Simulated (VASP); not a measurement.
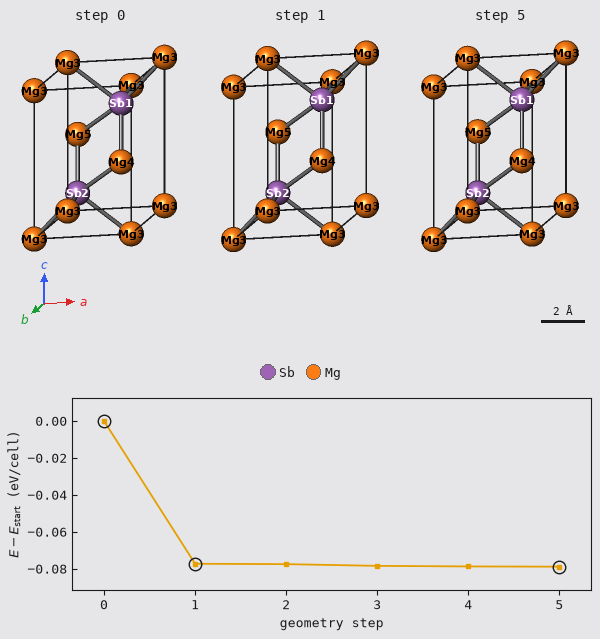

Frames of a relaxation of a crystal of Mg₃Sb₂ (set up in P-3m1), marked on the history of the run. A ball-and-stick model of the cell of the calculation, seen from a free direction.

The run lets cell and atoms move.

These are results of VASP, Kohn-Sham DFT of a periodic cell, BLYP, VASP PAW PBE potentials, recommended, not measurements.

Input file:
```
PREC = Accurate ; ENCUT = 600
EDIFF = 1E-6 ; ISMEAR = -1
SIGMA = 0.05 ; LREAL = F
LASPH = T ; NELM = 100
ALGO = Normal ; ISIF = 3
LWAVE = F ; LCHARG = F
GGA = B5 ; ALDAX = 1.0
AGGAX = 1.0 ; AGGAC = 1.0
ALDAC = 0.0 ; IBRION = 2
NSW = 60 ; EDIFFG = -0.02
```

Run as
```bash
cat potpaw_PBE.64/Sb/POTCAR potpaw_PBE.64/Mg/POTCAR > POTCAR
mpirun -np 1 vasp_std > vasp.out
```

Question: Describe the path.

Answer: After 5 geometry steps the energy has fallen by 78.8 meV per cell of the calculation. The largest force component goes from 0.38 to 0.016 eV/Å. Pressure: 2.75 GPa at the start and −0.01 GPa at the end. The largest moves relative to the cell, 0.025 Å, are those of Sb1 and Sb2. Sb1 goes along +c. By element the largest moves are Sb 0.025 Å, Mg 0.013 Å. Cell: a = b 4.582 → 4.653 Å (+1.5 %), c 7.244 → 7.451 Å (+2.9 %). Volume +6.1 %. Among the contacts that change: Sb1–Mg4 2.861 → 2.981 Å, Sb1–Mg5 2.820 → 2.872 Å, Sb1–Mg3 3.146 → 3.193 Å. The space group stays P-3m1 (No. 164). From step 0 to 1: Sb atoms move most (0.02 Å), volume +6.7 %, energy −77.2 meV per cell of the calculation. From step 1 to 5: volume −0.6 %, energy −1.6 meV per cell of the calculation.

| step | E − E(0), meV/atom | largest force component, eV/Å | pressure, GPa | volume, Å³/atom |
| --- | --- | --- | --- | --- |
| 0 | 0.00 | 0.3835 | 2.75 | 26.342 |
| 1 | -15.45 | 0.0512 | -0.21 | 28.105 |
| 2 | -15.49 | 0.0545 | -0.07 | 28.012 |
| 3 | -15.68 | 0.0371 | -0.03 | 27.971 |
| 4 | -15.74 | 0.0204 | 0.01 | 27.931 |
| 5 | -15.76 | 0.0159 | -0.01 | 27.938 |
